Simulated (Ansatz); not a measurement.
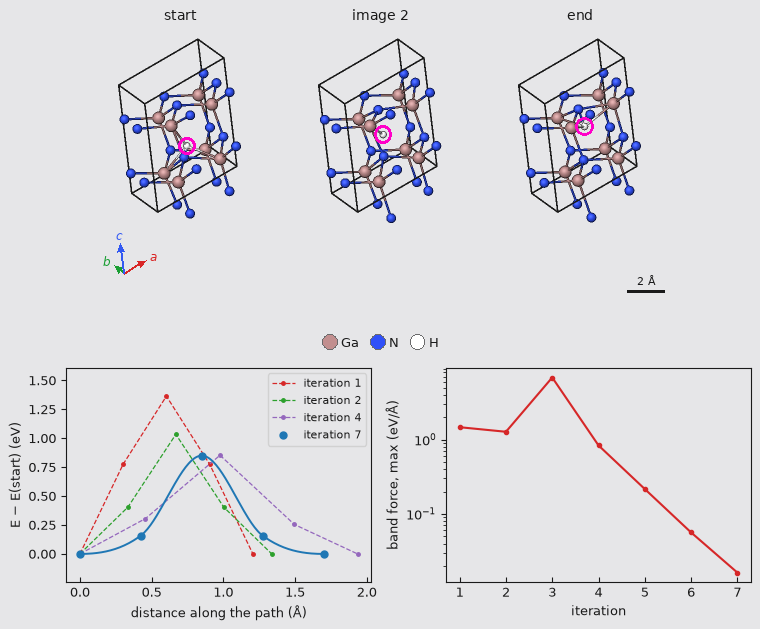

A nudged-elastic-band calculation for a defect cell of composition Ga$_{8}$HN$_{8}$ (cell charge +1) (17 atoms in the cell). Images are numbered from 0 (start) to 4 (end). The plot follows the band through its iterations. The picture is a ball-and-stick view of the reduced simulation cell (origin moved), seen slightly off an axis. The moving atom is ringed, with any periodic copies. Lengths and directions refer to the drawn axes. Bonds to atoms that aren't drawn are left out.

All numbers below come from DFT PBE, scalar-relativistic, plane waves, PAW in Ansatz 0.2.0.

Input file:
```yaml
crystal:
  lattice:
    - [4.5484769843, 0.0, 4.5484769843]
    - [0.0, -4.5484769843, 4.5484769843]
    - [4.5484769843, -4.5484769843, 0.0]
  atoms:
    - { symbol: Ga, position: [0.0210401008, 0.4890384848, 0.4890266188] }
    - { symbol: Ga, position: [0.001060481, 0.0010338748, 0.4957513379] }
    - { symbol: Ga, position: [0.4962131022, 0.4961817028, 0.4962019034] }
    - { symbol: Ga, position: [0.489045522, 0.021018096, 0.4890581502] }
    - { symbol: Ga, position: [0.0010492828, 0.4957442228, 1.0010402038] }
    - { symbol: Ga, position: [-7.3493e-06, 8.392e-07, 0.9999981577] }
    - { symbol: Ga, position: [0.4890269323, 0.4890514076, 1.0210330211] }
    - { symbol: Ga, position: [0.4957525325, 0.0010420646, 1.0010596139] }
    - { symbol: "N", position: [0.1226938487, 0.6255267621, 0.1226936643] }
    - { symbol: "N", position: [0.124049195, 0.1240387822, 0.1240470858] }
    - { symbol: "N", position: [0.6250073493, 0.6250066034, 0.1276388709] }
    - { symbol: "N", position: [0.6255157815, 0.1227081887, 0.1227141021] }
    - { symbol: "N", position: [0.1276457054, 0.6249991608, 0.6250018423] }
    - { symbol: "N", position: [0.1227058414, 0.1226997593, 0.6255225793] }
    - { symbol: "N", position: [0.6388886368, 0.638893438, 0.6388925226] }
    - { symbol: "N", position: [0.6250177379, 0.1276256383, 0.625019696] }
    - { symbol: H, position: [0.7053469283, 0.7052175383, 0.7052945103] }
total_charge: 1
basis:
  ecutwfc: 420
  xc_grid: 2
kpoints:
  mp_grid: { grid: [3, 3, 3], shift: [0.0, 0.0, 0.0] }
hamiltonian:
  xc: pbe
scf:
  occupations: { method: gaussian, width: 0.02 }
output:
  forces: true
neb:
  images: 3
  f_tol: 0.05
  max_iterations: 70
  order_check: false
  final_atoms:
    - { symbol: Ga, position: [0.0010596139, 0.4957525325, 0.5021457889] }
    - { symbol: Ga, position: [0.0010402038, 0.0010492828, 0.5021662906] }
    - { symbol: Ga, position: [0.4962019034, 0.4962131022, 0.5114032916] }
    - { symbol: Ga, position: [0.4957513379, 0.001060481, 0.5021543064] }
    - { symbol: Ga, position: [0.0210330211, 0.4890269323, 1.000888639] }
    - { symbol: Ga, position: [-1.8423e-06, -7.3493e-06, 1.0000083524] }
    - { symbol: Ga, position: [0.4890581502, 0.489045522, 1.0008782318] }
    - { symbol: Ga, position: [0.4890266188, 0.0210401008, 1.0008947956] }
    - { symbol: "N", position: [0.1227141021, 0.6255157815, 0.1290619278] }
    - { symbol: "N", position: [0.1226936643, 0.1226938487, 0.1290857249] }
    - { symbol: "N", position: [0.6388925226, 0.6388886368, 0.0833254026] }
    - { symbol: "N", position: [0.6255225793, 0.1227058414, 0.1290718201] }
    - { symbol: "N", position: [0.1276388709, 0.6250073493, 0.6223471764] }
    - { symbol: "N", position: [0.1240470858, 0.124049195, 0.627864937] }
    - { symbol: "N", position: [0.625019696, 0.6250177379, 0.6223369278] }
    - { symbol: "N", position: [0.6250018423, 0.1276457054, 0.6223532915] }
    - { symbol: H, position: [0.7052945103, 0.7053469283, 0.884141023] }
```

Run as
```bash
ansatz run input.yaml --threads 4 --pin off --max-ram 10240MiB --backend cpu --events-out ev --progress --plain --runs-dir out
```

### Did the band converge, and can the barrier be trusted?

The run is converged, with reservations. The band converged in 7 iterations. The largest component of the band force went from 1.5 to 0.016 eV/Å. The climbing image converged on the top of the path. Its curvatures weren't checked. The first iteration put the highest image at 1.36 eV. The barrier is about 0.85 eV in both directions, with image 2 at the top; the ends have the same energy.

Limits of the set-up: the periodic images lie only 6.4 Å apart, so the values are limited by the cell's size; the cell is charged, on a uniform background, and energies carry no finite-size correction.

The run took 3.5 min on 4 threads of Arm Neoverse V2 (shared host), peak memory 1.3 GiB.
